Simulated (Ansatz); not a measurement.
Single-point calculation of TaN (part 2 of 3)

TaN (P-62m, 6 atoms in the cell); DFT LDA+U, scalar-relativistic, plane waves, PAW, Ueff = 3 eV on Ta atom 1 d; Ueff = 3 eV on Ta atom 2 d; Ueff = 3 eV on Ta atom 3 d, spin-polarised (Ansatz 0.2.0); cutoff 420 eV, 4×4×6 k-mesh, Gaussian smearing of 0.05 eV, collinear spins. The structure derives from an entry of the Crystallography Open Database. It belongs to a series of runs on one base structure; here: random orbitals: harmonics, high filling.

Geometry of the input (Å; fractional positions):
```
5.1960  0.0000  0.0000
-2.5980  4.4999  0.0000
0.0000  0.0000  2.9110
Ta 0.3333  0.6667  0.5000
Ta 0.6667  0.3333  0.5000
Ta 0.0000  0.0000  0.0000
N  0.3928  0.0000  0.0000
N  0.6071  0.6071  0.0000
N  -0.0000  0.3928  0.0000
```

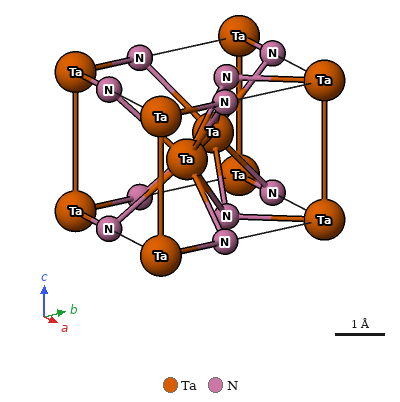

*The input geometry (ball-and-stick view of the cell of the calculation, seen slightly off an axis).*

What the program printed, continued
```
SCF iter   1: F=—  HF=-30161.034936 eV  |F-HF|=—  |Δ(HF+E_count)|=         —  Δρ=8.67e-2 (↑8.67e-2 ↓8.13e-2)  dr2=5.20e0  dr2_m=3.39e0  M=0.997 μB ∫|m|=1.625 μB  β_m=0.30  ethr=3.10e-3  ⟨swp⟩=6.0  Hψ=11770  notcnv=0
preconditioner: auto → Kerker (q_TF=auto, 2.625 Å⁻¹)  [metal: Δε(μ)=0.004 eV  Ē_g=10.873 eV  σ=0.050 eV  W_gap=0.05  n_scr=26 (ndim 8)  ℏωp=24.7 eV  f_vac=0.000  D(μ)=2.33/eV (n_scr^D=14)]
spin=Collinear: Kerker preconditioning applied to the charge; magnetization (m = ρ↑ − ρ↓) channel mixes plain (no charge-response kernel on spin).
SCF iter   2: F=—  HF=-30160.691909 eV  |F-HF|=—  |Δ(HF+E_count)|=   3.43e-1  Δρ=5.89e-2 (↑5.89e-2 ↓5.68e-2)  dr2=1.61e0  dr2_m=1.73e0  M=0.841 μB ∫|m|=1.530 μB  β_m=0.30  ethr=3.10e-3  ⟨swp⟩=2.1  Hψ=4637  notcnv=0  defer=221
SCF iter   3: F=—  HF=-30160.660276 eV  |F-HF|=—  |Δ(HF+E_count)|=   3.16e-2  Δρ=4.02e-2 (↑3.91e-2 ↓4.02e-2)  dr2=1.95e-1  dr2_m=8.92e-1  M=0.690 μB ∫|m|=1.464 μB  β_m=0.30  ethr=2.97e-3  ⟨swp⟩=2.2  Hψ=4324  notcnv=0  defer=221
SCF iter   4: F=—  HF=-30160.777535 eV  |F-HF|=—  |Δ(HF+E_count)|=   1.17e-1  Δρ=2.71e-2 (↑2.69e-2 ↓2.71e-2)  dr2=1.29e-2  dr2_m=4.53e-1  M=0.647 μB ∫|m|=1.417 μB  β_m=0.30  ethr=3.62e-4  ⟨swp⟩=3.0  Hψ=5007  notcnv=0  defer=221
SCF iter   5: F=—  HF=-30160.850435 eV  |F-HF|=—  |Δ(HF+E_count)|=   7.29e-2  Δρ=1.91e-2 (↑1.90e-2 ↓1.91e-2)  dr2=6.09e-3  dr2_m=2.26e-1  M=0.646 μB ∫|m|=1.402 μB  β_m=0.30  ethr=2.39e-5  ⟨swp⟩=1.6  Hψ=3058  notcnv=0  defer=221
SCF iter   6: F=—  HF=-30160.886301 eV  |F-HF|=—  |Δ(HF+E_count)|=   3.59e-2  Δρ=1.35e-2 (↑1.35e-2 ↓1.34e-2)  dr2=7.19e-4  dr2_m=1.13e-1  M=0.643 μB ∫|m|=1.393 μB  β_m=0.30  ethr=1.13e-5  ⟨swp⟩=2.2  Hψ=3817  notcnv=0  defer=221
SCF iter   7: F=—  HF=-30160.904733 eV  |F-HF|=—  |Δ(HF+E_count)|=   1.84e-2  Δρ=9.59e-3 (↑9.59e-3 ↓9.54e-3)  dr2=8.36e-5  dr2_m=5.70e-2  M=0.637 μB ∫|m|=1.383 μB  β_m=0.30  ethr=1.33e-6  ⟨swp⟩=2.4  Hψ=4311  notcnv=0  defer=221
Mixer restart at iter 7: flushing history
spin-set hold released at iteration 7 (site moments contracting): the magnetisation degrees of freedom join the quasi-Newton model from the next iteration; the mixer history was flushed
SCF iter   8: F=—  HF=-30160.914161 eV  |F-HF|=—  |Δ(HF+E_count)|=   9.43e-3  Δρ=6.83e-3 (↑6.83e-3 ↓6.79e-3)  dr2=6.27e-5  dr2_m=2.89e-2  M=0.631 μB ∫|m|=1.375 μB  β_m=0.65  ethr=1.55e-7  ⟨swp⟩=2.0  Hψ=4779  notcnv=0  defer=221
SCF iter   9: F=—  HF=-30160.924151 eV  |F-HF|=—  |Δ(HF+E_count)|=   9.99e-3  Δρ=2.65e-4 (↑2.65e-4 ↓2.40e-4)  dr2=2.32e-5  dr2_m=3.49e-5  M=0.606 μB ∫|m|=1.349 μB  β_m=0.82  ethr=1.16e-7  ⟨swp⟩=3.0  Hψ=5776  notcnv=0  defer=221
SCF iter  10: F=—  HF=-30160.924173 eV  |F-HF|=—  |Δ(HF+E_count)|=   2.15e-5  Δρ=8.62e-5 (↑8.62e-5 ↓8.43e-5)  dr2=2.63e-6  dr2_m=4.04e-6  M=0.605 μB ∫|m|=1.346 μB  β_m=0.91  ethr=4.30e-8  ⟨swp⟩=2.0  Hψ=3936  notcnv=0  defer=221
SCF iter  11: F=—  HF=-30160.924176 eV  |F-HF|=—  |Δ(HF+E_count)|=   2.62e-6  Δρ=1.67e-5 (↑1.67e-5 ↓1.59e-5)  dr2=4.87e-7  dr2_m=9.62e-8  M=0.604 μB ∫|m|=1.345 μB  β_m=0.92  ethr=4.87e-9  ⟨swp⟩=2.0  Hψ=4598  notcnv=0  defer=221
SCF iter  12: F=—  HF=-30160.924175 eV  |F-HF|=—  |Δ(HF+E_count)|=   5.85e-8  Δρ=4.03e-6 (↑4.03e-6 ↓3.31e-6)  dr2=5.38e-8  dr2_m=2.20e-9  M=0.604 μB ∫|m|=1.345 μB  β_m=0.92  ethr=9.03e-10  ⟨swp⟩=2.0  Hψ=3813  notcnv=0  defer=221
Mixer restart at iter 12: flushing history
SCF iter  13: F=—  HF=-30160.925114 eV  |F-HF|=—  |Δ(HF+E_count)|=         —  Δρ=5.24e-6 (↑5.24e-6 ↓5.02e-6)  dr2=7.03e-8  dr2_m=9.66e-9  M=0.604 μB ∫|m|=1.345 μB  β_m=0.92  ethr=9.96e-11  ⟨swp⟩=2.0  Hψ=3714  notcnv=0  defer=221
SCF iter  14: F=—  HF=-30166.922731 eV  |F-HF|=—  |Δ(HF+E_count)|=    6.00e0  Δρ=1.33e-2 (↑1.33e-2 ↓1.22e-2)  dr2=1.69e-1  dr2_m=5.94e-2  M=0.136 μB ∫|m|=0.550 μB  β_m=0.08  ethr=9.96e-11  ⟨swp⟩=24.0  Hψ=41327  notcnv=0
SCF iter  15: F=—  HF=-30166.976591 eV  |F-HF|=—  |Δ(HF+E_count)|=   5.39e-2  Δρ=1.26e-2 (↑1.26e-2 ↓1.10e-2)  dr2=1.34e-1  dr2_m=5.29e-2  M=0.126 μB ∫|m|=0.515 μB  β_m=0.07  ethr=9.96e-11  ⟨swp⟩=5.2  Hψ=10028  notcnv=0
SCF iter  16: F=—  HF=-30167.006266 eV  |F-HF|=—  |Δ(HF+E_count)|=   2.97e-2  Δρ=1.10e-2 (↑1.10e-2 ↓9.48e-3)  dr2=9.73e-2  dr2_m=4.07e-2  M=0.125 μB ∫|m|=0.481 μB  β_m=0.11  ethr=9.96e-11  ⟨swp⟩=5.6  Hψ=10271  notcnv=0
SCF iter  17: F=—  HF=-30167.070314 eV  |F-HF|=—  |Δ(HF+E_count)|=   6.40e-2  Δρ=9.51e-3 (↑9.51e-3 ↓6.35e-3)  dr2=4.27e-2  dr2_m=2.77e-2  M=0.125 μB ∫|m|=0.427 μB  β_m=0.52  ethr=9.96e-11  ⟨swp⟩=6.2  Hψ=11612  notcnv=0
SCF iter  18: F=—  HF=-30167.285620 eV  |F-HF|=—  |Δ(HF+E_count)|=   2.15e-1  Δρ=3.69e-3 (↑3.69e-3 ↓2.06e-3)  dr2=5.62e-3  dr2_m=3.71e-3  M=0.123 μB ∫|m|=0.219 μB  β_m=0.75  ethr=9.96e-11  ⟨swp⟩=7.0  Hψ=13226  notcnv=0  defer=62
SCF iter  19: F=—  HF=-30167.326835 eV  |F-HF|=—  |Δ(HF+E_count)|=   4.12e-2  Δρ=5.89e-4 (↑5.89e-4 ↓5.00e-4)  dr2=4.07e-4  dr2_m=1.10e-4  M=0.071 μB ∫|m|=0.078 μB  β_m=0.86  ethr=9.96e-11  ⟨swp⟩=6.1  Hψ=11959  notcnv=0  defer=191
SCF iter  20: F=—  HF=-30167.327102 eV  |F-HF|=—  |Δ(HF+E_count)|=   2.67e-4  Δρ=2.52e-4 (↑2.52e-4 ↓2.28e-4)  dr2=4.72e-5  dr2_m=2.42e-5  M=0.051 μB ∫|m|=0.053 μB  β_m=0.93  ethr=9.96e-11  ⟨swp⟩=4.7  Hψ=8779  notcnv=0  defer=195
SCF iter  21: F=—  HF=-30167.327197 eV  |F-HF|=—  |Δ(HF+E_count)|=   9.47e-5  Δρ=1.67e-4 (↑1.67e-4 ↓1.58e-4)  dr2=3.11e-5  dr2_m=1.01e-5  M=0.037 μB ∫|m|=0.039 μB  β_m=0.97  ethr=9.96e-11  ⟨swp⟩=4.2  Hψ=8101  notcnv=0  defer=195
SCF iter  22: F=—  HF=-30167.327230 eV  |F-HF|=—  |Δ(HF+E_count)|=   3.30e-5  Δρ=9.89e-5 (↑9.52e-5 ↓9.89e-5)  dr2=1.92e-6  dr2_m=5.44e-6  M=0.028 μB ∫|m|=0.029 μB  β_m=0.98  ethr=9.96e-11  ⟨swp⟩=4.5  Hψ=7856  notcnv=0  defer=195
SCF iter  23: F=—  HF=-30167.327259 eV  |F-HF|=—  |Δ(HF+E_count)|=   2.88e-5  Δρ=6.04e-5 (↑5.85e-5 ↓6.04e-5)  dr2=7.31e-7  dr2_m=2.11e-6  M=0.018 μB ∫|m|=0.018 μB  β_m=0.99  ethr=9.96e-11  ⟨swp⟩=3.7  Hψ=6446  notcnv=0  defer=195
SCF iter  24: F=—  HF=-30167.327275 eV  |F-HF|=—  |Δ(HF+E_count)|=   1.63e-5  Δρ=1.90e-5 (↑1.90e-5 ↓1.86e-5)  dr2=2.33e-7  dr2_m=1.86e-7  M=0.005 μB ∫|m|=0.005 μB  β_m=1.00  ethr=9.96e-11  ⟨swp⟩=3.9  Hψ=6782  notcnv=0  defer=195
iter 25 did not close the SCF: its close was put off for a magnetic moment that had not settled (scf_convergence_deferred on its scf_iter line)
SCF iter  25: F=-30167.327277 eV  HF=-30167.327277 eV  |F-HF|=2.50e-8  |Δ(HF+E_count)|=   1.44e-6  Δρ=5.89e-6 (↑5.59e-6 ↓5.89e-6)  dr2=5.37e-8  dr2_m=7.08e-9  M=0.001 μB ∫|m|=0.001 μB  β_m=1.00  ethr=9.96e-11  ⟨swp⟩=11.4  Hψ=19234  notcnv=0
iter 26 did not close the SCF: its close was put off for a magnetic moment that had not settled (scf_convergence_deferred on its scf_iter line)
SCF iter  26: F=-30167.327277 eV  HF=-30167.327277 eV  |F-HF|=2.00e-8  |Δ(HF+E_count)|=   3.22e-8  Δρ=3.25e-6 (↑3.16e-6 ↓3.25e-6)  dr2=2.49e-8  dr2_m=7.15e-10  M=0.000 μB ∫|m|=0.000 μB  β_m=0.90  ethr=9.95e-11  ⟨swp⟩=6.0  Hψ=15712  notcnv=0
iter 27 did not close the SCF: its close was put off for a magnetic moment that had not settled (scf_convergence_deferred on its scf_iter line)
SCF iter  27: F=-30167.327277 eV  HF=-30167.327277 eV  |F-HF|=3.02e-10  |Δ(HF+E_count)|=   3.16e-9  Δρ=7.35e-7 (↑7.35e-7 ↓7.28e-7)  dr2=9.07e-10  dr2_m=1.60e-10  M=0.000 μB ∫|m|=0.000 μB  β_m=0.95  ethr=4.61e-11  ⟨swp⟩=5.9  Hψ=14891  notcnv=0
SCF iter  28: F=-30167.327277 eV  HF=-30167.327277 eV  |F-HF|=7.28e-12  |Δ(HF+E_count)|=  3.75e-10  Δρ=2.31e-7 (↑2.06e-7 ↓2.31e-7)  dr2=6.12e-11  dr2_m=1.49e-11  M=0.000 μB ∫|m|=0.000 μB  ethr=1.68e-12  ⟨swp⟩=4.8  Hψ=13082  notcnv=0
WARN: the starting moments were not kept: the SCF closed with an absolute magnetisation of 9.5e-6 μB, where they sum to 6 μB in size (3 sites). That is at most 0.1 of that sum. Measured as dr2_m measures the in/out step, that magnetisation stands 1.0e-11 eV from none, at or under the dr2_threshold of 1.0e-7 eV: it is no larger than a step whose dr2_m would equal this threshold. The system may hold no moment; this SCF shows only that its start led to no more than that. To try another start: raise the starting moments (crystal.atoms[].spin, magnetization.per_species, magnetization.initial_magnetization, or on a non-collinear deck that types none of these the spinor_matrix: blocks that start its atoms; where the total moment is fixed, keep their sum and leave initial_magnetization as it is; typed ones take the place of any that the run laid by itself, positive ones on a crystal's lanthanoids without a Hubbard term where scf.initial_density.shell_occupations: [] is typed) or, if the notice of its spin-set hold's release reads "site moments contracting" or "site moments show no strong build", lengthen the hold (scf.mixing.spin_hold: { on: { confirm: 4 } }; for m-r²SCAN on two components see the key's manual first). Each may lead to a state that holds a moment. A second SCF, from the converged charge density, with the starting moments and any scf.initial_density.shell_occupations laid on it anew, would have followed, and was not run: the deck does not ask for one (magnetization.retry_lost_moments is false, the default). To let it run, set magnetization.retry_lost_moments: true and run the deck again, where that key's refused combinations let it; where memory then withholds it, that run's warning says so.
WARN: hamiltonian.hubbard: on 3 of 6 specified blocks the occupation matrix of this SCF's result fails the test of the specified filling. At site 0 ↑ (sites count from 0 in the list of atoms of the cell that this SCF solves) the least filled combination of the orbitals specified full has occupation 0.306, and the fullest combination of the orbitals specified empty has occupation 0.453; the filling counts as kept where the first is at least 0.75 and exceeds the second by more than 0.25. The same holds at site 1 ↑, site 2 ↑. The state of this SCF's result may not hold the specified filling, though these bounds can also misjudge a state that does. This warning does not say which state is lower in energy, or whether the specified filling is a self-consistent state at all; see hamiltonian.hubbard.sites[].starting_ns, Limitations, and scf.initial_density.shell_occupations in the input reference
SCF 1 converged in 28 iterations: F = -30167.327277 eV  dr2 = 6.12e-11
  greatest PAW one-centre occupation: 1.000 electrons in one spin orbital (limit 2), on the Ta atom at site 0 (counted from 0), in its partial waves of l = 0
SCF converged after 28 iterations
Magnetization: 0.0000 μB (27.0000 up, 27.0000 down)
Absolute magnetization: 0.0000 μB (∫|ρ↑−ρ↓|, with the PAW one-centre terms)
Spin contamination: 0.0000 ħ² per cell (⟨S²⟩ above its minimum at these occupations)
Per-site moments (μB) at R_I (Å): [(2.9703613036800488e-6, 0.892213750721576), (-3.0971377731117045e-7, 0.892213750721576), (-1.3619660456029236e-8, 0.8420150719977306), (-2.695808669432848e-7, 0.8420150719977306), (-3.2455422290980163e-7, 0.8420150719977306), (-1.8262379794199364e-7, 0.8420150719977306)]
Free energy (F): -30167.327277 eV
Harris-Foulkes:  -30167.327277 eV  (|F-HF|=7.28e-12)
Internal energy: -30167.323228 eV  (E = F + TS)
E sigma→0 (E₀):  -30167.325253 eV
Entropy (-TS):   -0.004048 eV (-0.675 meV/atom)
Fermi energy:    19.635670 eV
--- Per-component energies (eV) ---
  E_band       = -231.477563
  E_kinetic    = 1496.948524
  E_local      = -2050.211890  (includes V_loc(G=0)·N_el)
  E_nonlocal   = 200.916605
  E_hartree    = 688.618632
  E_xc         = -832.036519
  E_vxc        = -844.246097  (∫ρ·V_xc dr)
  E_hubbard    = 10.351123  (on-site DFT+U / exact-exchange correction)
  E_vhub       = 4.012475  (the Hubbard potential's part of the band-sum identity)
  E_paw        = -24802.021655  (= ΣΔE_a)
  E_vpaw       = -416.135312  (= ΣTr[D̂ρ^β])
  E_aug_tail   = 0.000828  (compensation charges beyond the density's cutoff)
  E_ewald      = -4880.905716
  E_core_change = 1.016840  (= ΣΔE_core)
  E_smearing   = -0.004048  (= −TS)
  E_closure    = 0.000000  (closes the sum)
  Σ components = -30167.327277   (vs F -30167.327277, Δ=0.00e0)
--- Specified on-site occupations, and those of the state reported ---
  electrons in the specified blocks: 6.3000 specified, 11.1265 found
  site 0 (l=d) ↑: largest change of an orbital's occupation 0.6644; electrons 2.0000 specified, 1.8361 found; spectral distance 0.9515
  site 2 (l=d) ↑: largest change of an orbital's occupation 0.6300; electrons 2.0000 specified, 1.8910 found; spectral distance 0.9582
  site 1 (l=d) ↑: largest change of an orbital's occupation 0.5842; electrons 2.0000 specified, 1.8361 found; spectral distance 0.9515
  site 2 (l=d) ↓: largest change of an orbital's occupation 0.4766; electrons 0.1000 specified, 1.8910 found; spectral distance 0.8120
  site 1 (l=d) ↓: largest change of an orbital's occupation 0.4332; electrons 0.1000 specified, 1.8361 found; spectral distance 0.7864
  site 0 (l=d) ↓: largest change of an orbital's occupation 0.4332; electrons 0.1000 specified, 1.8361 found; spectral distance 0.7864
--- Forces (eV/Å), atoms counted from 1 ---
  atom   1  Ta    -0.00000353    -0.00000155     0.00000000
  atom   2  Ta    -0.00000059    -0.00000045     0.00000000
  atom   3  Ta     0.00000539     0.00000333    -0.00000000
  atom   4  N     -0.05155081     0.00000008    -0.00000000
  atom   5  N      0.02577399     0.04464250     0.00000000
  atom   6  N      0.02577508    -0.04464449     0.00000000
  max |Σ_I F_I| component: 5.74e-7 eV/Å
--- Stress (GPa, compression-positive) ---
       -6.881217       0.000002      -0.000000
        0.000002      -6.881224       0.000000
       -0.000000       0.000000      -8.247284
  P = ⅓ Tr σ = -7.3366 GPa (-73.366 kbar)
--- Band table (eV; the first three rows and the last of 80) ---
  k-point 0 ↑: bands = ["-50.0753", "-50.0288", "-49.4732", "-16.8759", "-16.8759", "-16.5359", "-16.5359", "-16.3384", "-16.2303", "-16.1282", "-16.1282", "-15.4697", "1.3419", "4.2093", "4.2093", "10.1124", "12.9884", "12.9926", "12.9926", "13.9023", "13.9023", "14.5677", "14.5677", "15.1647", "16.1871", "17.4931", "18.7264", "18.7264", "20.3598", "20.3598", "21.2392", "21.4893", "21.4893", "21.9877", "22.8988", "22.8988"]
```
